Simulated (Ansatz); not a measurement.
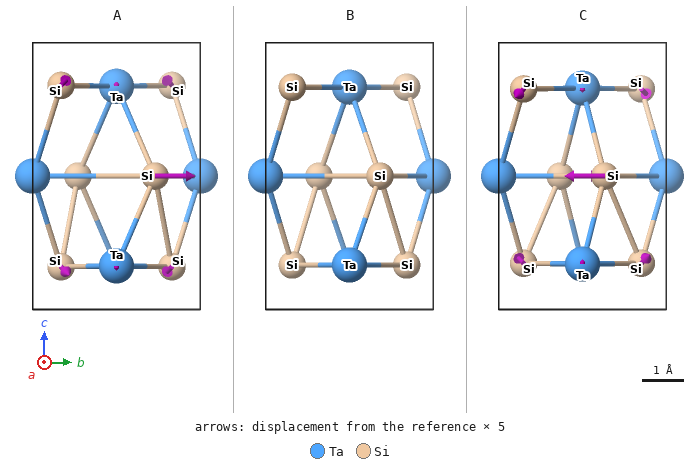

Energy scan for crystalline TaSi2 (P6_222), in which a normal mode at the zone centre (one arbitrary combination within a set of 3 degenerate modes) is frozen in with the cell fixed, the amplitude being the largest displacement of an atom. A ball-and-stick model of the cell of the calculation, seen along the a axis. Purple arrows: displacements from the reference.

All numbers below come from DFT PBEsol, scalar-relativistic, plane waves, PAW in Ansatz 0.2.0. Settings: plane-wave cutoff 420 eV; k-point mesh 12 × 12 × 6; occupations gaussian; smearing width 0.15 eV; no spin polarisation. Energies (free energies at the smearing named) are counted from the relaxed crystal.

Rank the frames from lowest to highest energy.

Answer. Lowest first: B (the amplitude 0.00 Å, 0 meV/cell), C (the amplitude 0.20 Å, 606 meV/cell), A (the amplitude −0.20 Å, 771 meV/cell). Over the whole scan: the harmonic wavenumber of the mode is 300 cm⁻¹, a stable vibration. The lowest computed point lies at the amplitude 0.00 Å (0 meV/cell). The well is lopsided: at ±0.200 Å the energy is 1.3 times higher on the negative side. At the highest point the shortest interatomic distance is 2.23 Å, against 2.55 Å in the reference.
